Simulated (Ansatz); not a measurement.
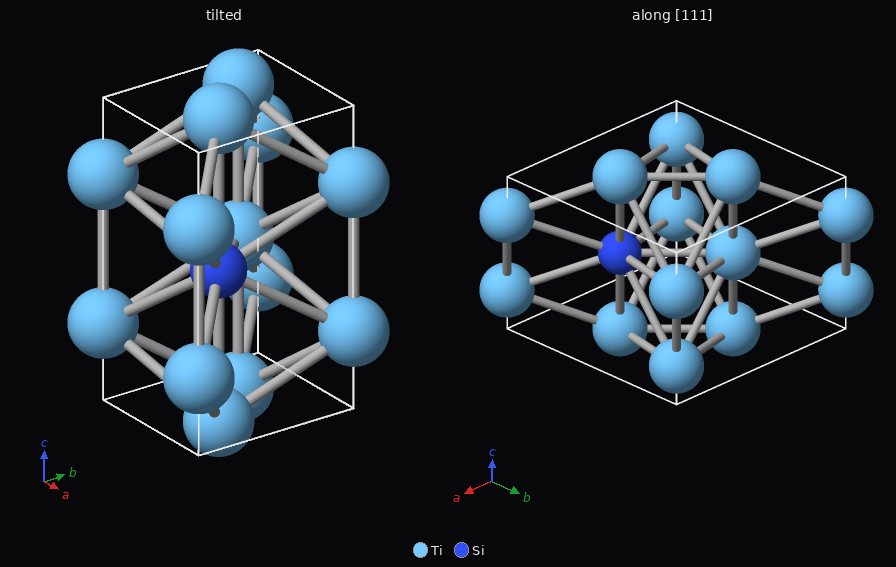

The image is a ball-and-stick drawing of a crystal, viewed slightly off an axis and along [111]. The parallelepiped is the conventional unit cell. Cell: a = 4.491 Å, b = 4.491 Å, c = 5.534 Å, α = 90.00°, β = 90.00°, γ = 120.00°.

Composition: Ti5Si. Space group P-6m2 (No. 187), lattice primitive hexagonal. One cell contains 5 Ti, 1 Si, 6 atoms in all. Numbers of contacts at bonding distance: Ti 11 to 14 (mean 12.2) and Si 11.

Starting structure: a structure listed in the Materials Project, with elements exchanged, so it need not be a known form of the compound. A relaxation with DFT r2SCAN, scalar-relativistic, plane waves, PAW in Ansatz 0.2.0 gave the geometry drawn.
